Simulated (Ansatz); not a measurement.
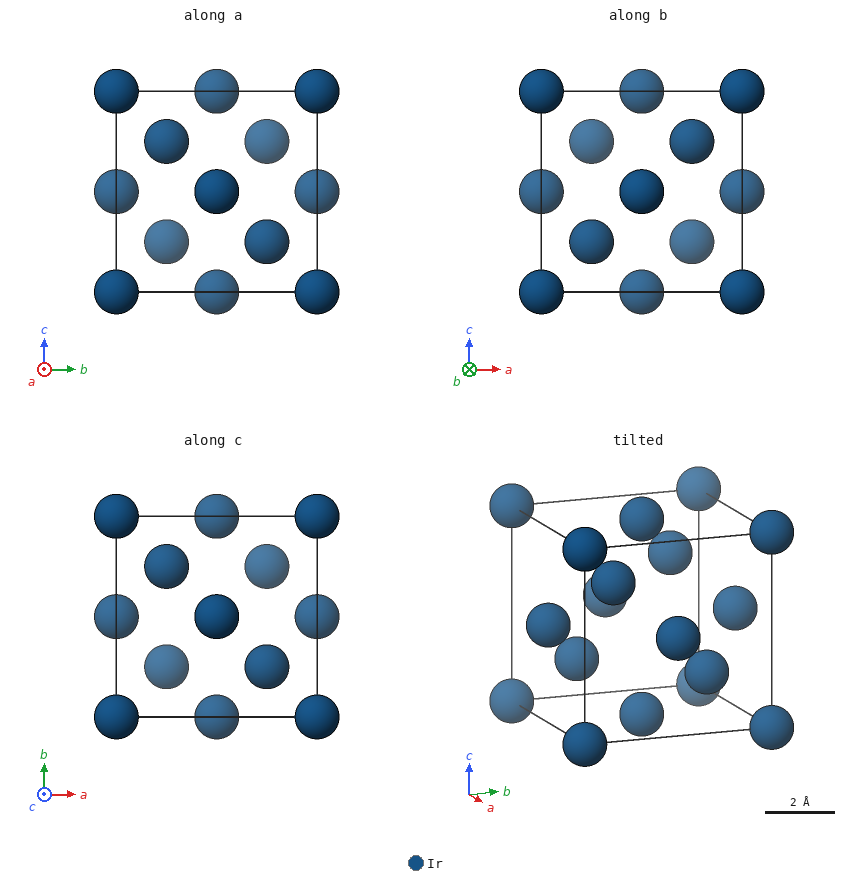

An orthographic spheres-only view of the structure, along the a axis, along the b axis, along the c axis and slightly off an axis. The lines enclose the conventional unit cell; boundary atoms appear with their images.

Lattice parameters: a = 5.8754 Å, b = 5.8754 Å, c = 5.8754 Å, α = 90.000°, β = 90.000°, γ = 90.000°.

> Reconstruct the structure as a CIF with its space group and independent sites.

```cif
data_structure
_symmetry_space_group_name_H-M 'F d -3 m :1'
_symmetry_Int_Tables_number 227
_cell_length_a 5.8754
_cell_length_b 5.8754
_cell_length_c 5.8754
_cell_angle_alpha 90.000
_cell_angle_beta 90.000
_cell_angle_gamma 90.000
_cell_volume 202.82
loop_
_atom_site_label
_atom_site_type_symbol
_atom_site_symmetry_multiplicity
_atom_site_Wyckoff_symbol
_atom_site_fract_x
_atom_site_fract_y
_atom_site_fract_z
_atom_site_occupancy
Ir1 Ir 8 a 0.2500 0.7500 0.7500 1
```

It goes back to a structure type filled with this element by a generator (whether the element takes this form wasn't checked). Earlier steps of the study may have refined or changed the cell and positions. A calculation with Ansatz used it as input.

At this level of theory the cell isn't at rest (stretched, at -13 GPa), so its distances can differ from those at equilibrium, the more so the softer the solid.
